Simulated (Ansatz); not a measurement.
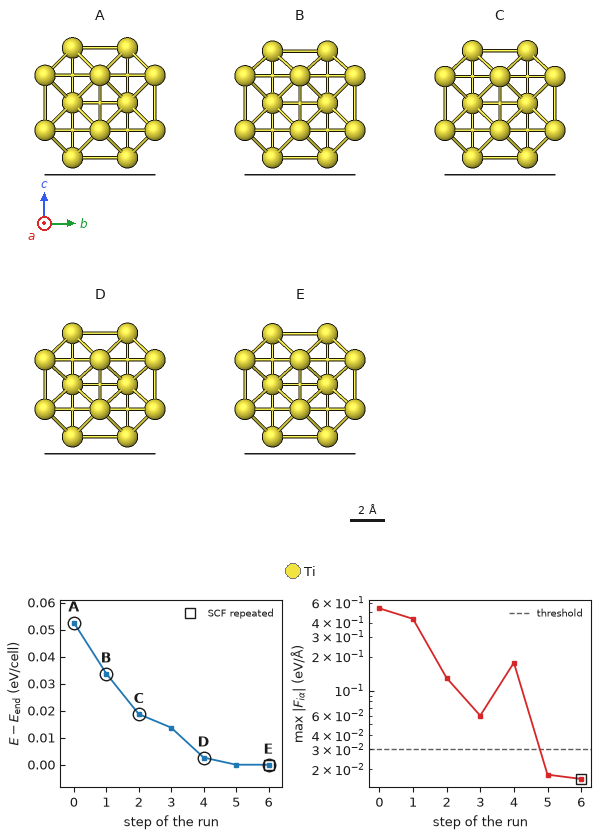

Frames of a constrained relaxation of a slab of composition Ti (cut from the Im-3m phase), marked on the history of the run. Style: ball-and-stick. Shown: the 2 × 2 repeat of the cell, outlined in the plane, without the vacuum, along the a axis.

Case: clean slab, lower half held. The slab is the (1 0 0) face of Ti. 2 atoms are held fixed.

Level of theory: DFT r2SCAN, scalar-relativistic, plane waves, PAW in Ansatz. Settings: plane-wave cutoff 500 eV; k-point mesh 9 × 9 × 1; occupations gaussian; smearing width 0.1 eV; no spin polarisation; dipole correction; atoms relaxed in a fixed cell; force threshold 0.03 eV/Å; at most 70 steps.

**What happens along the run?**

The energy falls by 52.6 meV per cell of the calculation in 5 accepted moves (6 points after the start). The largest force component goes from 0.53 to 0.016 eV/Å. 1 step only repeated the SCF at the same geometry. A Ti atom moves most: 0.41 Å along the normal (−c). The cell stays as it was. Among the contacts that change: Ti–Ti 3.252 → 2.928 Å, Ti–Ti 3.252 → 2.998 Å, Ti–Ti 3.252 → 3.094 Å, Ti–Ti 2.816 → 2.724 Å. Cost: 86 s on 2 threads of Intel(R) Xeon(R) Platinum 8375C CPU @ 2.90GHz (Ice Lake), on a shared host, peak memory 1 GiB. From step 0 to 1: a Ti atom moves most (0.19 Å), energy −18.9 meV per cell of the calculation. From step 1 to 2: a Ti atom moves most (0.04 Å), energy −15.0 meV per cell of the calculation. From step 2 to 4: a Ti atom moves most (0.25 Å), energy −16.1 meV per cell of the calculation. From step 4 to 6: a Ti atom moves most (0.03 Å), energy −2.7 meV per cell of the calculation.
